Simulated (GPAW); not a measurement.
# O K-edge XANES of wurtzite (ZnO)₁₋ₓ(CdO)ₓ at x = 0.125

What does the O K edge look like in wurtzite (ZnO)₁₋ₓ(CdO)ₓ at x = 0.125?

Main program and level: GPAW 26.7.0; X-ray absorption from dipole matrix elements to empty bands, plane-wave PAW LDA.

**1. Set-up**

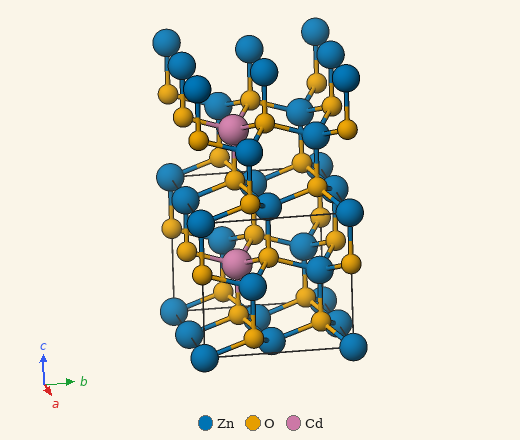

Start, viewed slightly off an axis; zinc blue, oxygen orange, cadmium pink. 1×1×2 cells are drawn. Some periodic images of atoms are drawn too.

The cell holds 16 atoms: 7 Zn, 8 O and 1 Cd. Cell: a = 6.603 Å, b = 5.718 Å, c = 5.289 Å, α = 90.0°, β = 90.0°, γ = 90.0°. 16-atom wurtzite cell, 1 of 8 Zn sites taken by Cd at random, lattice constants typed for the ends and interpolated (Vegard).

As a file:

```xyz
16
Lattice="6.6025 0.0000 0.0000 0.0000 5.7179 0.0000 0.0000 0.0000 5.2886" Properties=species:S:1:pos:R:3 pbc="T T T"
Zn    6.5920    5.7144    5.2804
O     6.5878    1.9055    0.6215
Zn    6.5973    1.9147    2.6537
O     6.5933    5.7156    3.2623
Zn    1.6564    2.8791    5.2747
O     1.6460    4.7816    0.6491
Zn    1.6568    4.7542    2.6515
O     1.6683    2.8643    3.2671
Zn    3.2794    5.7147    5.2881
O     3.2683    1.9087    0.6372
Cd    3.3022    1.8993    2.6356
O     3.2746    5.7106    3.2639
Zn    4.9526    2.8614    5.2818
O     4.9866    4.7735    0.6329
Zn    4.9377    4.7819    2.6407
O     4.9639    2.8319    3.2853
```

**2. Relaxation**

Bond lengths around the absorber set the edge shape, so the atoms are relaxed before any spectrum.

File relax.py:

```python
import numpy as np
from ase import Atoms
from ase.parallel import parprint, paropen
from gpaw import GPAW, PW, FermiDirac, Mixer, MixerDif, setup_paths
from ase.optimize import BFGS

atoms = Atoms('ZnOZnOZnOZnOZnOCdOZnOZnO',
    cell=[[6.6025, 0, 0],
     [0, 5.717933, 0],
     [0, 0, 5.288625]],
    scaled_positions=[[0.998415, 0.999383, 0.998442],
     [0.997776, 0.333243, 0.117525],
     [0.99921, 0.334856, 0.501772],
     [0.998612, 0.999586, 0.61686],
     [0.250877, 0.503518, 0.99736],
     [0.249303, 0.836251, 0.122741],
     [0.250939, 0.831463, 0.501357],
     [0.252673, 0.500941, 0.617764],
     [0.496684, 0.999435, 0.999895],
     [0.495013, 0.333808, 0.120484],
     [0.500138, 0.332173, 0.498345],
     [0.495964, 0.998712, 0.617149],
     [0.750107, 0.500417, 0.998703],
     [0.755258, 0.834834, 0.119671],
     [0.747853, 0.836294, 0.499322],
     [0.751827, 0.495267, 0.621206]],
    pbc=True)
atoms.calc = GPAW(legacy_gpaw=True, mode=PW(500, force_complex_dtype=True), xc='LDA', setups={},
    kpts={'size': (3, 3, 3), 'gamma': True}, occupations=FermiDirac(0.08),
    charge=0, mixer=Mixer(0.1, 5, 50), maxiter=150,
    convergence={'density': 0.0001, 'eigenstates': 1e-6}, txt='relax.txt')
steps = []
opt = BFGS(atoms, logfile='-')
opt.attach(lambda: steps.append([atoms.get_potential_energy(), float(np.linalg.norm(atoms.get_forces(), axis=1).max())]))
done = opt.run(fmax=0.05, steps=30)
out = dict(done=bool(done), steps=steps, frac=atoms.get_scaled_positions().tolist())
import json
with paropen('out.json', 'w') as f:
    json.dump(out, f)
```

Started as:

```bash
$ OMP_NUM_THREADS=1 mpirun -n 4 gpaw python relax.py
```

Numbers of over 12 decimals in the logs are rounded to 6 here.

What it wrote:

```text
Input parameters:
  convergence: {density: 0.0001,
                eigenstates: 1e-06}
  kpts: {gamma: True,
         size: (3, 3, 3)}
  maxiter: 150
  mixer: {backend: pulay,
          beta: 0.1,
          method: separate,
          nmaxold: 5,
          weight: 50}
  mode: {ecut: 500.0,
         force_complex_dtype: True,
         name: pw}
  occupations: {fixmagmom: False,
                name: fermi-dirac,
[...]
Forces in eV/Ang:
[...]
14 Zn    0.00871   -0.00225    0.02731
 15 O     0.00373    0.01602    0.00665
Step     Time          Energy          fmax
BFGS:    0 02:06:34      -81.406666        3.076343
BFGS:    1 02:06:59      -81.824745        2.135159
BFGS:    2 02:07:31      -82.323273        0.553623
BFGS:    3 02:07:57      -82.369607        0.283949
[...]
BFGS:    8 02:09:56      -82.400702        0.059530
BFGS:    9 02:10:15      -82.401340        0.042684
[key lines of the parts left out:]
Converged after 6 iterations.
Dipole moment: (0.664363, 9.644898, -7.486673) |e|*Ang
Free energy:    -82.401340
Fermi level: 3.73833
```

Elapsed: 4.5 min, on 4 MPI ranks of Arm Neoverse V2, shared host; peak memory 0.34 GiB; 18 min of CPU time.

In 9 steps the energy fell by 995 meV (energies extrapolated to zero smearing) and the largest force to 0.043 eV/Å. Atom 10 (O; the text counts from 1, the script from 0) is among those that moved most, by 0.21 Å.

**3. Ground state of the crystal**

The ground state comes first: it tells whether the system has a gap, which decides how the excited electron is treated.

File scf.py:

```python
import numpy as np
from ase import Atoms
from ase.parallel import parprint, paropen
from gpaw import GPAW, PW, FermiDirac, Mixer, MixerDif, setup_paths
from gpaw.test import gen
setup_paths.insert(0, '.')
gen('O', name='nch1s', xcname='LDA', corehole=(1, 0, 0), write_xml=True)
from gpaw.mpi import world
world.barrier()

atoms = Atoms('ZnOZnOZnOZnOZnOCdOZnOZnO',
    cell=[[6.6025, 0, 0],
     [0, 5.717933, 0],
     [0, 0, 5.288625]],
    scaled_positions=[[0.9992337, 0.0013362, 0.9984338],
     [0.9994337, 0.3316514, 0.1221671],
     [0.0000595, 0.3320667, 0.498164],
     [0.9991593, 0.0054792, 0.6206744],
     [0.242809, 0.50506, 0.9994242],
     [0.2472149, 0.8352655, 0.1223491],
     [0.2426024, 0.8337783, 0.4991387],
     [0.2294714, 0.5126525, 0.6273996],
     [0.4993259, 0.9918767, 0.0000747],
     [0.4990807, 0.3336881, 0.0811913],
     [0.5003115, 0.3324619, 0.50275],
     [0.4991144, 0.9677123, 0.6261982],
     [0.7553709, 0.5043217, 0.9999486],
     [0.7511069, 0.8350125, 0.1223034],
     [0.7554902, 0.8336513, 0.4991025],
     [0.7707865, 0.512937, 0.6279379]],
    pbc=True)
atoms.calc = calc = GPAW(legacy_gpaw=True, mode=PW(500, force_complex_dtype=True), xc='LDA', setups={1: 'nch1s'},
    kpts={'size': (3, 4, 4), 'gamma': True}, occupations=FermiDirac(0.05),
    charge=0, mixer=Mixer(0.1, 5, 50), maxiter=150,
    convergence={'density': 0.0001, 'eigenstates': 1e-6}, txt='scf.txt')
energy = atoms.get_potential_energy() + calc.get_reference_energy()
ef = calc.get_fermi_level()
out = dict(energy=energy, fermi=ef, forces=atoms.get_forces().tolist())
parprint(f'all-electron energy {energy:.4f} eV, Fermi level {ef:.4f} eV')
ev = np.array([[calc.get_eigenvalues(k, s) for k in range(len(calc.get_ibz_k_points()))] for s in range(calc.get_number_of_spins())])
out['homo'], out['lumo'], out['counts'] = ev[ev < ef].max(), ev[ev > ef].min(), sorted(set((ev < ef).sum((0, 2)).tolist()))
out['filled'] = (ev[:, 0] < ef).sum(1).tolist()
import json
with paropen('out.json', 'w') as f:
    json.dump(out, f)
```

Started as:

```bash
$ OMP_NUM_THREADS=1 mpirun -n 4 gpaw python scf.py
```

What it wrote:

```text
Input parameters:
  convergence: {density: 0.0001,
                eigenstates: 1e-06}
  kpts: {gamma: True,
         size: (3, 4, 4)}
  maxiter: 150
  mixer: {backend: pulay,
          beta: 0.1,
          method: separate,
          nmaxold: 5,
          weight: 50}
  mode: {ecut: 500.0,
         force_complex_dtype: True,
         name: pw}
  occupations: {fixmagmom: False,
                name: fermi-dirac,
                width: 0.05}
  setups: {1: nch1s}

Initialize ...

[... PAW data sets ...]

Reference energy: -509774.543125  # eV

Spin-paired calculation

[... convergence settings ...]
Symmetries present (total): 1
  [... symmetry matrices ...]

48 k-points: 3 x 4 x 4 Monkhorst-Pack grid + [0.000000,1/8,1/8]
26 k-points in the irreducible part of the Brillouin zone
       k-points in crystal coordinates                weights
   0:     0.00000000    0.00000000    0.00000000          1/48
   1:     0.00000000    0.00000000    0.25000000          2/48
   2:     0.00000000    0.00000000    0.50000000          1/48
   3:     0.00000000    0.25000000   -0.25000000          2/48
   4:     0.00000000    0.25000000    0.00000000          2/48
   5:     0.00000000    0.25000000    0.25000000          2/48
   6:     0.00000000    0.25000000    0.50000000          2/48
   7:     0.00000000    0.50000000    0.00000000          1/48
   8:     0.00000000    0.50000000    0.25000000          2/48
   9:     0.00000000    0.50000000    0.50000000          1/48
          ...
  25:     0.33333333    0.50000000    0.50000000          2/48

Wave functions: Plane wave expansion
  Cutoff energy: 500.000 eV
  Number of coefficients (min, max): 5046, 5086
  Pulay-stress correction: 0.000000 eV/Ang^3 (de/decut=0.000000)
  Using FFTW library
  Wavefunction extrapolation:
    Improved wavefunction reuse through dual PAW basis

Occupation numbers: Fermi-Dirac:
  width: 0.0500  # eV

Eigensolver
   Davidson(niter=2)

Densities:
  Coarse grid: 35*30*28 grid
  Fine grid: 70*60*56 grid
  Total Charge: 0.000000

Density mixing:
  Method: separate
  Backend: pulay
  Linear mixing parameter: 0.1
  old densities: 5
  Width of damping distribution: 1.1
  Damping of long wavelength oscillations: 50

[... Hamiltonian set-up ...]
Number of atoms: 16
Number of atomic orbitals: 104
Number of bands in calculation: 91
Number of valence electrons: 144
Bands to converge: occupied

... initialized

Initializing position-dependent things.

Density initialized from atomic densities
Creating initial wave functions:
  91 bands from LCAO basis set

Positions:
   0 Zn     6.597441    0.007640    5.280342    ( 0.0000,  0.0000,  0.0000)
   1 O      6.598761    1.896360    0.646096    ( 0.0000,  0.0000,  0.0000)
   2 Zn     0.000393    1.898735    2.634603    ( 0.0000,  0.0000,  0.0000)
   3 O      6.596949    0.031330    3.282514    ( 0.0000,  0.0000,  0.0000)
   4 Zn     1.603146    2.887899    5.285580    ( 0.0000,  0.0000,  0.0000)
   5 O      1.632236    4.775992    0.647059    ( 0.0000,  0.0000,  0.0000)
   6 Zn     1.601782    4.767488    2.639757    ( 0.0000,  0.0000,  0.0000)
[...]
13 O      4.959183    4.774546    0.646817    ( 0.0000,  0.0000,  0.0000)
  14 Zn     4.988124    4.766762    2.639566    ( 0.0000,  0.0000,  0.0000)
  15 O      5.089118    2.932939    3.320928    ( 0.0000,  0.0000,  0.0000)

Unit cell:
           periodic     x           y           z      points  spacing
  1. axis:    yes    6.602500    0.000000    0.000000    35     0.1886
  2. axis:    yes    0.000000    5.717933    0.000000    30     0.1906
  3. axis:    yes    0.000000    0.000000    5.288625    28     0.1889

  Lengths:   6.602500   5.717933   5.288625
  Angles:   90.000000  90.000000  90.000000

Effective grid spacing dv^(1/3) = 0.1894

iter:   1   -92.954147
iter:   2   -87.448666   -0.44  -1.00
iter:   3   -82.745298   -0.78  -1.12
iter:   4   -82.589634   -1.96  -1.47
iter:   5   -82.419717   -2.62  -1.71
iter:   6   -82.407631   -4.00  -2.75
iter:   7   -82.404105c  -3.67  -2.82
iter:   8   -82.406151c  -4.35  -2.99
iter:   9   -82.407219c  -3.67  -3.04
iter:  10   -82.404152c  -4.45  -3.16
iter:  11   -82.404087c  -5.17  -3.69
iter:  12   -82.404072c  -6.40c -4.14c

Converged after 12 iterations.

Dipole moment: (0.664357, 9.645847, -7.487604) |e|*Ang

Energy contributions relative to reference atoms: (reference = -509774.543125)

Kinetic:       +116.591738
Potential:      -98.253130
External:        +0.000000
XC:            -100.519515
Entropy (-ST):   -0.000452
Local:           -0.222939
SIC:             +0.000000
--------------------------
Free energy:    -82.404299
Extrapolated:   -82.404072

Showing only first 2 kpts
 Kpt  Band  Eigenvalues  Occupancy
  0    70      3.44734    1.99020
  0    71      3.46420    1.98629
  0    72      3.91290    0.03605
  0    73      8.11939    0.00000

  1    70      3.33308    1.99900
  1    71      3.35357    1.99849
  1    72      5.06933    0.00000
  1    73      7.71369    0.00000

Fermi level: 3.71300

Gap: 0.449 eV
Transition (v -> c):
  (s=0, k=0, n=71, [0.00, 0.00, 0.00]) -> (s=0, k=0, n=72, [0.00, 0.00, 0.00])
No difference between direct/indirect transitions

Forces in eV/Ang:
  0 Zn   -0.00310    0.02030    0.01026
  1 O    -0.00410    0.01567   -0.00927
  2 Zn   -0.00579    0.03145    0.00928
  3 O     0.00291   -0.00650    0.03934
  4 Zn    0.02258   -0.02687   -0.00963
  5 O    -0.01959   -0.01120   -0.01339
  6 Zn   -0.00168   -0.00473    0.02534
[...]
13 O     0.02384   -0.00839   -0.00861
 14 Zn    0.01548    0.00046    0.02783
 15 O     0.00429    0.01602    0.00922
Scalar-relativistic atomic LDA calculation for O (Oxygen, Z=8)
Core hole in 1s state (1s occupation: 2.0)
300 radial gridpoints.
|------------------------------------------------|
|------------------------------------------------|
[... the atom generator's iteration count ...]

Energy contributions:
-------------------------
Kinetic:      +74.266897
XC:            -7.772280
Potential:   -141.018865
-------------------------
Total:        -74.524248

state      eigenvalue         ekin         rmax
-----------------------------------------------
1s^2.0 :   -18.772897    28.821965        0.130
2s^2.0 :    -0.872866     3.204810        0.874
2p^4.0 :    -0.337925     2.553337        0.813
-----------------------------------------------
(units: Bohr and Hartree)

Generating PAW setup
Kinetic energy of the core from tauc = 57.689706
Cutoffs:
rc(s)=1.300
rc(p)=1.130
rc(d)=1.170
rc(vbar)=1.300
rc(comp)=1.260
rc(nct)=1.300

Kinetic energy of the core states: 57.643930
Charge: 0.0
Core electrons: 2.0
Valence electrons: 6.0
Pseudo-core charge: 0.000776
Shape function alpha=6.299
Pseudo-electron charge 5.666261
state    eigenvalue         norm
--------------------------------
2s(2) :    -0.872866     1.079797
*s    :     0.127134
2p(4) :    -0.337925     0.876472
*p    :     0.662075
*d    :     0.000000
--------------------------------

Diagonalizing with gridspacing h=0.050

state   all-electron     PAW
-------------------------------
2s:      -0.872866    -0.873954
2p:      -0.337925    -0.341740
*d:                    0.050276
*f:                    0.077289
-------------------------------
all-electron energy -509856.9472 eV, Fermi level 3.7130 eV
```

It took 76 s on 4 MPI ranks; peak memory 0.36 GiB.

The mesh shows a gap of 0.45 eV. The excited electron is kept all the same, so that all members of the series, with or without a gap, are treated alike.

**4. Reference energy of the cell**

The photon energy needs a difference of total energies, so the cell and mesh of the coming hole run are first run without a hole.

scf.py: that of step 3 with these lines changed.

```diff
@@ -32,3 +32,3 @@
 atoms.calc = calc = GPAW(legacy_gpaw=True, mode=PW(500, force_complex_dtype=True), xc='LDA', setups={1: 'nch1s'},
-    kpts={'size': (3, 4, 4), 'gamma': True}, occupations=FermiDirac(0.05),
+    kpts={'size': (3, 3, 3), 'gamma': True}, occupations=FermiDirac(0.02),
     charge=0, mixer=Mixer(0.1, 5, 50), maxiter=150,
```

What it wrote:

```text
Input parameters:
  convergence: {density: 0.0001,
                eigenstates: 1e-06}
  kpts: {gamma: True,
         size: (3, 3, 3)}
  maxiter: 150
  mixer: {backend: pulay,
          beta: 0.1,
          method: separate,
          nmaxold: 5,
          weight: 50}
  mode: {ecut: 500.0,
         force_complex_dtype: True,
         name: pw}
  occupations: {fixmagmom: False,
                name: fermi-dirac,
[...]
2s(2) :    -0.872866     1.079797
*s    :     0.127134
2p(4) :    -0.337925     0.876472
*p    :     0.662075
*d    :     0.000000
--------------------------------

Diagonalizing with gridspacing h=0.050

state   all-electron     PAW
-------------------------------
2s:      -0.872866    -0.873954
2p:      -0.337925    -0.341740
*d:                    0.050276
*f:                    0.077289
-------------------------------
all-electron energy -509856.9432 eV, Fermi level 3.6935 eV
[key lines of the parts left out:]
Converged after 12 iterations.
Dipole moment: (0.664325, 9.643516, -7.485698) |e|*Ang
Free energy:    -82.400106
Fermi level: 3.69354
```

Elapsed: 45 s, on 4 MPI ranks; peak memory 0.32 GiB.

Reference energy: -509856.943 eV with the cores included.

(Continued in part 2 of 3.)

[Banner, clock and machine lines of the logs are left out without a mark of their own.]

[Logs are printed without paths, hosts, clocks, repeated set-up lines and the standing remarks that a program may print on its own settings, such as how far it seeks lower states.]

[Hosts, paths, dates, database ids (printed as entryN), source tags and the programs' standing remarks are cut or masked in the printed files.]

[Lists of maxima count a maximum above −3 eV only where it reaches 4 % of the highest in the window and stands out from its surroundings by 2 % of it (1.5 % where it reaches 55 %); shoulders and weaker maxima are passed over, and of the rest the first, up to two pre-edge ones and the few strongest are named.]
